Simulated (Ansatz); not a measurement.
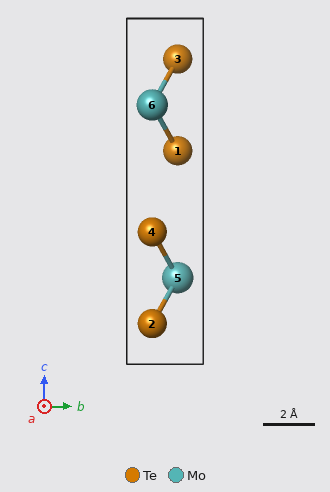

Figure 1. The input geometry (ball-and-stick view of the cell of the calculation, along the a axis; atoms are numbered from 1 in the order of the input).

Run report: MoTe$_{2}$, band-structure calculation

MoTe$_{2}$ (P6₃/mmc, 6 atoms in the cell), computed with DFT PBE+D3(BJ), scalar-relativistic, plane waves, PAW, no spin polarisation (Ansatz 0.2.0).

The structure derives from an entry of the Crystallography Open Database. Figures and captions count atoms from 1; the log counts them from 0 in places.

What the program printed:
```
scf.n_extra_bands = 15 over 46 filled bands (N_el = 92.0): the run solves 61 bands
Engine: ansatz 0.2.0, aarch64-unknown-linux-gnu
Pseudopotentials: kind: paw
Pseudopotential: Te, paw, valence charge 16, recommended cutoff 420 eV (normal), Te.paw.azcp
Pseudopotential: Mo, paw, valence charge 14, recommended cutoff 420 eV (normal), Mo.paw.azcp
Functional definition: PBE
  parameter kappa = 0.804
  parameter beta = 0.06672455060314922
  exchange = pbe_x(kappa = kappa, mu = beta*pi^2/3)
  correlation = pbe_c(beta = beta)
Crystal: 6 atoms, lattice volume = 145.051 Å³
Basis set: ecut = 420 eV, 2835 PW (Γ), exchange–correlation on 48×48×192 points (8 copies of the dense FFT grid, shifted against one another)
Bands: 61, of which v1, the nominal top of the filled ones, is band 46 counted from 1 (45 counted from 0)
Symmetry: 24 space group operations
Space group: P63/mmc (ITA 194), of the structure as read, at distance tolerance 5.3e-5 Å
k-points: 38 of 288
Non-local potential: Te, projectors of the file, l = 0: 2, l = 1: 2, l = 2: 2, l = 3: 2
Non-local potential: Mo, projectors of the file, l = 0: 3, l = 1: 2, l = 2: 2, l = 3: 1
PAW form: soft (Blöchl's): semilocal exchange-correlation on the pseudo side does not see the compensation charge
PAW one-centre angular grid: Te, 590 points (default); XC on 64 Gauss nodes
PAW one-centre angular grid: Mo, 590 points (default); XC on 64 Gauss nodes
Initial density: superposition of atomic densities (neutral atoms: chi_scale 0, normalization atom), corrected by the library's trained network
Initial wavefunctions: pseudopotential atomic-orbital guess
Functional: x = pbe(κ = 0.804, μ = 0.2195149727645171), c = pbe(β = 0.06672455060314922)
SCF iter   1: F=—  HF=-37836.626483 eV  |F-HF|=—  |Δ(HF+E_count)|=         —  Δρ=4.30e-3  dr2=1.15e-2  ethr=1.77e-3  ⟨swp⟩=6.9  Hψ=9415  notcnv=0  defer=28
preconditioner: auto → Resta (q_TF=auto, 2.529 Å⁻¹)  ε∞=5.2  [insulator: Δε(μ)=0.658 eV  Ē_g=9.044 eV  σ=0.020 eV  W_gap=1.00  n_scr=52 (ndim 8)  ℏωp=18.5 eV  f_vac=0.012  D(μ)=0.00/eV (n_scr^D=0)  ε∞_Penn≈5.2]
SCF iter   2: F=—  HF=-37836.634129 eV  |F-HF|=—  |Δ(HF+E_count)|=   7.65e-3  Δρ=2.56e-3  dr2=4.55e-3  ethr=1.25e-5  ⟨swp⟩=2.0  Hψ=3676  notcnv=0  defer=286
SCF iter   3: F=—  HF=-37836.637144 eV  |F-HF|=—  |Δ(HF+E_count)|=   3.02e-3  Δρ=1.39e-3  dr2=2.76e-3  ethr=4.95e-6  ⟨swp⟩=2.0  Hψ=2838  notcnv=0  defer=286
SCF iter   4: F=—  HF=-37836.637986 eV  |F-HF|=—  |Δ(HF+E_count)|=   8.42e-4  Δρ=1.26e-4  dr2=1.57e-5  ethr=3.00e-6  ⟨swp⟩=2.0  Hψ=2637  notcnv=0  defer=286
SCF iter   5: F=—  HF=-37836.638026 eV  |F-HF|=—  |Δ(HF+E_count)|=   3.98e-5  Δρ=5.14e-5  dr2=3.28e-6  ethr=1.71e-8  ⟨swp⟩=2.1  Hψ=2789  notcnv=0  defer=286
SCF iter   6: F=—  HF=-37836.638033 eV  |F-HF|=—  |Δ(HF+E_count)|=   7.03e-6  Δρ=1.10e-5  dr2=2.29e-7  ethr=3.56e-9  ⟨swp⟩=2.0  Hψ=2710  notcnv=0  defer=286
SCF iter   7: F=-37836.638034 eV  HF=-37836.638034 eV  |F-HF|=1.23e-8  |Δ(HF+E_count)|=   2.16e-7  Δρ=3.23e-6  dr2=1.93e-8  ethr=1.09e-10  ⟨swp⟩=16.0  Hψ=16702  notcnv=0
SCF 1 converged in 7 iterations: F = -37836.638034 eV  dr2 = 1.93e-8
  greatest PAW one-centre occupation: 0.998 electrons in one spin orbital (limit 2), on the Mo atom at site 5 (counted from 0), in its partial waves of l = 0
NSCF: frozen V_eff on 129 k-points
NSCF: frozen V_eff on 74 k-points
SCF converged after 7 iterations
Free energy (F): -37836.638034 eV
Harris-Foulkes:  -37836.638034 eV  (|F-HF|=1.23e-8)
Internal energy: -37836.638034 eV  (E = F + TS)
E sigma→0 (E₀):  -37836.638034 eV
Fermi energy:    13.418782 eV
--- Per-component energies (eV) ---
  E_band       = -1093.273076
  E_kinetic    = 1610.822148
  E_local      = -6939.656494  (includes V_loc(G=0)·N_el)
  E_nonlocal   = -952.615163
  E_hartree    = 3938.383803
  E_xc         = -866.722176
  E_vxc        = -878.259040  (∫ρ·V_xc dr)
  E_paw        = -25053.934451  (= ΣΔE_a)
  E_vpaw       = -1810.337950  (= ΣTr[D̂ρ^β])
  E_aug_tail   = -0.000574  (compensation charges beyond the density's cutoff)
  E_ewald      = -9569.590335
  E_disp       = -3.324792  (pairwise vdW)
  E_smearing   = -0.000000  (= −TS)
  E_closure    = 0.000000  (closes the sum)
  Σ components = -37836.638034   (vs F -37836.638034, Δ=0.00e0)
--- Forces (eV/Å), atoms counted from 1 ---
  atom   1  Te    -0.00000000     0.00000000     0.00474895
  atom   2  Te    -0.00000000    -0.00000000     0.00474895
  atom   3  Te    -0.00000000     0.00000000    -0.00474895
  atom   4  Te    -0.00000000    -0.00000000    -0.00474895
  atom   5  Mo    -0.00000000     0.00000000     0.00000000
  atom   6  Mo     0.00000000    -0.00000000     0.00000000
  max |Σ_I F_I| component: 1.62e-17 eV/Å
--- Stress (GPa, compression-positive) ---
       -0.002802       0.000000       0.000000
        0.000000      -0.002802       0.000000
        0.000000       0.000000      -0.037289
  P = ⅓ Tr σ = -0.0143 GPa (-0.143 kbar)
--- Band table (eV; the first three rows and the last of 38) ---
  k-point 0: bands = ["-47.7536", "-47.7536", "-23.6837", "-23.6837", "-23.6831", "-23.6831", "-23.6729", "-23.6729", "-23.6725", "-23.6725", "-23.6204", "-23.6204", "-23.6176", "-23.6176", "-23.6101", "-23.6101", "-23.6076", "-23.6076", "-23.6008", "-23.5988", "-23.5925", "-23.5906", "-21.9272", "-21.9272", "-21.7635", "-21.7635", "-21.7635", "-21.7635", "-0.1255", "0.3199", "0.6692", "1.3465", "6.9772", "8.5431", "9.7104", "11.2740", "11.2740", "11.2955", "11.2955", "11.9094", "12.0428", "12.0428", "12.0915", "12.0915", "12.9131", "13.0930", "15.9662", "15.9662", "16.1494", "16.1494", "16.1573", "16.1573", "16.5008", "16.5008", "18.9343", "19.3620", "20.4325", "20.6393", "21.5137", "21.9401", "21.9401"]
  k-point 1: bands = ["-47.7536", "-47.7536", "-23.6834", "-23.6834", "-23.6834", "-23.6834", "-23.6727", "-23.6727", "-23.6727", "-23.6727", "-23.6192", "-23.6192", "-23.6192", "-23.6192", "-23.6087", "-23.6087", "-23.6087", "-23.6087", "-23.5999", "-23.5999", "-23.5914", "-23.5914", "-21.9272", "-21.9272", "-21.7635", "-21.7635", "-21.7635", "-21.7635", "0.0260", "0.0260", "1.0736", "1.0736", "7.5518", "7.5518", "10.9536", "10.9536", "11.2845", "11.2845", "11.2845", "11.2845", "12.0674", "12.0674", "12.0674", "12.0674", "13.0461", "13.0461", "16.0060", "16.0060", "16.0060", "16.0060", "16.3799", "16.3799", "16.3799", "16.3799", "19.2316", "19.2316", "20.9850", "20.9850", "21.2553", "21.2553", "22.1981"]
  k-point 2: bands = ["-47.7530", "-47.7530", "-23.6831", "-23.6825", "-23.6821", "-23.6814", "-23.6740", "-23.6735", "-23.6714", "-23.6710", "-23.6210", "-23.6207", "-23.6182", "-23.6182", "-23.6121", "-23.6103", "-23.6096", "-23.6077", "-23.5999", "-23.5982", "-23.5916", "-23.5898", "-21.9223", "-21.9223", "-21.7735", "-21.7735", "-21.7654", "-21.7654", "-0.0246", "0.4190", "0.7461", "1.4116", "7.0897", "8.6493", "9.6692", "11.0454", "11.0815", "11.3517", "11.3821", "11.6867", "11.9053", "11.9427", "11.9642", "12.0587", "12.9790", "13.0605", "15.6037", "15.7176", "15.7585", "15.9132", "15.9241", "15.9977", "16.2720", "16.3132", "19.3847", "19.7919", "20.3363", "21.0489", "21.7763", "21.9574", "22.0834"]
  k-point 37: bands = ["-47.7423", "-47.7423", "-23.6880", "-23.6880", "-23.6654", "-23.6654", "-23.6599", "-23.6599", "-23.6593", "-23.6593", "-23.6386", "-23.6386", "-23.6275", "-23.6275", "-23.6150", "-23.6150", "-23.6148", "-23.6148", "-23.5918", "-23.5918", "-23.5778", "-23.5778", "-21.8833", "-21.8833", "-21.8474", "-21.8474", "-21.8413", "-21.8413", "2.5400", "2.5400", "2.7083", "2.7083", "8.1890", "8.1890", "8.3161", "8.3161", "8.9884", "8.9884", "9.2566", "9.2566", "10.3804", "10.3804", "10.9892", "10.9892", "12.8232", "12.8232", "14.1021", "14.1021", "14.6032", "14.6032", "15.4527", "15.4527", "16.6644", "16.6644", "18.0838", "18.0838", "19.0198", "19.0198", "20.4855", "20.4855", "22.0018"]
--- Löwdin populations: 6 sites ---
  site symbol       q [e]
     0     Te     15.8669
     1     Te     15.8669
     2     Te     15.8669
     3     Te     15.8669
     4     Mo     14.0667
     5     Mo     14.0667
  spilling = 0.004336 (of n_electrons = 92.000000)
--- Bader charges: 6 sites ---
  site symbol  charge [e]  shift [e]
     0     Te     -0.2912     0.0003
     1     Te     -0.2912     0.0003
     2     Te     -0.2913     0.0003
     3     Te     -0.2912     0.0003
     4     Mo      0.5825     0.0006
     5     Mo      0.5825     0.0006
  estimated error of the sums over rays = 5.4e-4 e
```

File bader_charges.tsv:
```
# site	symbol	x_ang	y_ang	z_ang	partial_charge_e	electrons	volume_ang3	relative_density_drop	shared_charge_e	partial_wave_shift_e
# quadrature_error_electrons = 5.4e-4
0	Te	0.0000	2.0186	8.4581	-0.29125	52.29125	28.14	-	-0.29125	0.00031
1	Te	1.7482	1.0093	1.6077	-0.29124	52.29124	28.14	-	-0.29124	0.00031
2	Te	0.0000	2.0186	12.0932	-0.29125	52.29125	28.14	-	-0.29125	0.00031
3	Te	1.7482	1.0093	5.2428	-0.29123	52.29123	28.14	-	-0.29123	0.00031
4	Mo	0.0000	2.0186	3.4252	0.58247	41.41753	16.25	-	0.58247	0.00061
5	Mo	1.7482	1.0093	10.2756	0.58250	41.41750	16.25	-	0.58250	0.00061
```

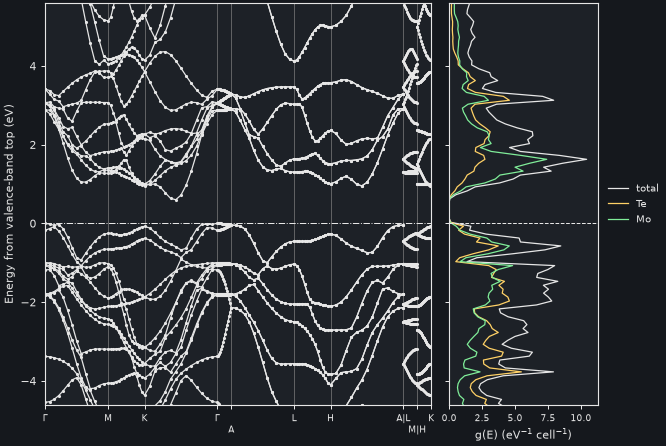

Figure 2. Band structure along Γ–M–K–Γ–A–L–H–A|L–M|H–K and density of states (projected on Löwdin-orthogonalised atomic shells), with energies from the valence-band top. There is a gap of 0.60 eV on this path, indirect, from Γ to between K and Γ.

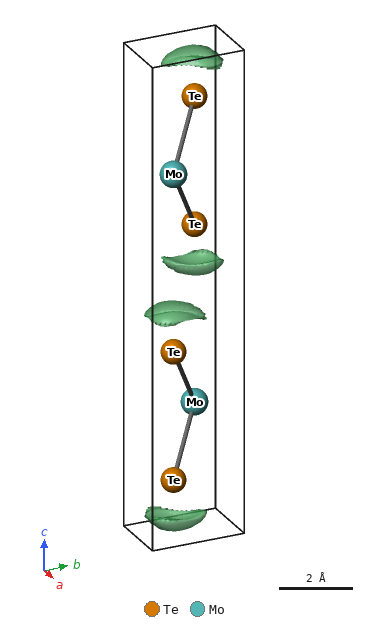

Figure 3. Isosurface of the ELF at 0.7 (green), seen slightly off an axis. Only the valence region is drawn (cores and ρ < 0.01 e/Å³ removed). Sticks mark near contacts. The outline is the cell set on symmetry axes. Along the contacts the grid gives the following. Te–Mo (2.72 Å): the ELF is about 0.55 at the midpoint. In a PAW calculation such maps are meaningful between the atoms, not at the nuclei.

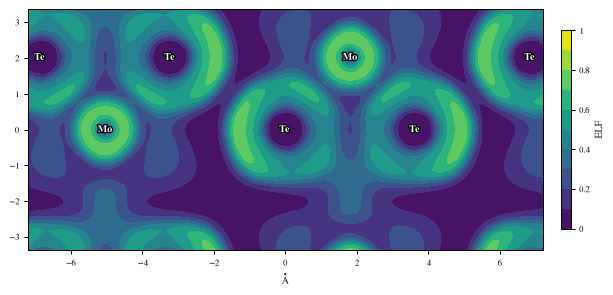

Figure 4. Electron localisation function on the (110) plane of the conventional cell. The section cuts through Te and Mo sites. Te–Mo (2.72 Å): the ELF is about 0.55 at the midpoint. The strong features right at Mo lie inside the PAW spheres (semicore, d or f shells) and say nothing about bonding.

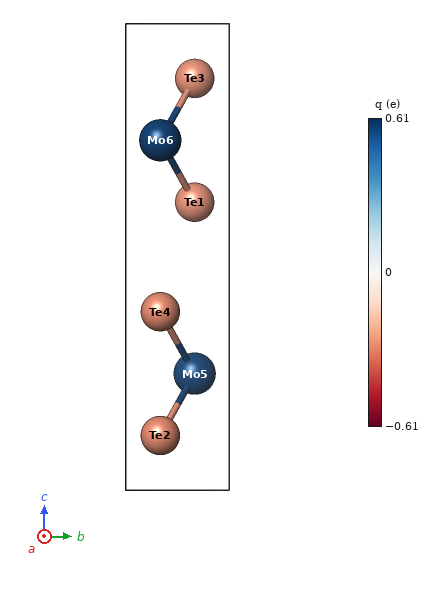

Figure 5. Bader charges, as the colour of each atom (ball-and-stick view of the cell of the calculation, along the a axis; atoms are numbered from 1 in the order of the input). By element: Te −0.29 and Mo +0.58 e.

The run was set up as follows.

The input:
```yaml
crystal:
  lattice:
    - [3.4964011302, 0.0, 0.0]
    - [-1.7482005651, 3.0279722006, 0.0]
    - [0.0, 0.0, 13.7008448902]
  atoms:
    - { symbol: Te, position: [0.3333333333, 0.6666666667, 0.6173401539] }
    - { symbol: Te, position: [0.6666666667, 0.3333333333, 0.1173401539] }
    - { symbol: Te, position: [0.3333333333, 0.6666666667, 0.8826598461] }
    - { symbol: Te, position: [0.6666666667, 0.3333333333, 0.3826598461] }
    - { symbol: Mo, position: [0.3333333333, 0.6666666667, 0.25] }
    - { symbol: Mo, position: [0.6666666667, 0.3333333333, 0.75] }
basis:
  ecutwfc: 420
kpoints:
  mp_grid: { grid: [12, 12, 2] }
  band_path:
    path:
      - [[0.0, 0.0, 0.0], [0.5, 0.0, 0.0], [0.33333333, 0.33333333, 0.0], [0.0, 0.0, 0.0], [0.0, 0.0, 0.5], [0.5, 0.0, 0.5], [0.33333333, 0.33333333, 0.5], [0.0, 0.0, 0.5]]
      - [[0.5, 0.0, 0.5], [0.5, 0.0, 0.0]]
      - [[0.33333333, 0.33333333, 0.5], [0.33333333, 0.33333333, 0.0]]
    npoints: 14
hamiltonian:
  xc: pbe
  dispersion: d3bj
scf:
  occupations: { method: gaussian, width: 0.02 }
  n_extra_bands: 15
output:
  forces: true
  stress: true
  eigenvalues: true
  populations: true
  dos: { projected: true, de: 0.02, nscf_kmesh: { grid: [18, 18, 3] } }
  bader: true
  write_density: true
  write_potential: true
  elf: true
  volumetric_format: npy
```

Run as:
```bash
ansatz run input.yaml --threads 2 --pin off --max-ram 5120MiB --backend cpu --events-out ev --progress --plain --runs-dir out
```

Results in brief:

```tsv
quantity	value
outcome	converged
space group (tolerance 0.01 Å)	P6₃/mmc (194)
electrons treated	92
free energy	−37836.6380 eV
Fermi energy	13.419 eV
gap on the k-point mesh	0.65 eV
gap on the band path	0.60 eV
pressure	−0.01 GPa
largest force (length of the vector)	0.005 eV/Å
hardware	2 threads of Arm Neoverse V1, 24 GiB of memory available, shared host
wall time	62 s (CPU time 2.1 min)
peak memory	0.86 GiB
```

Notes:

Spin-orbit coupling is left out, which matters for Te.
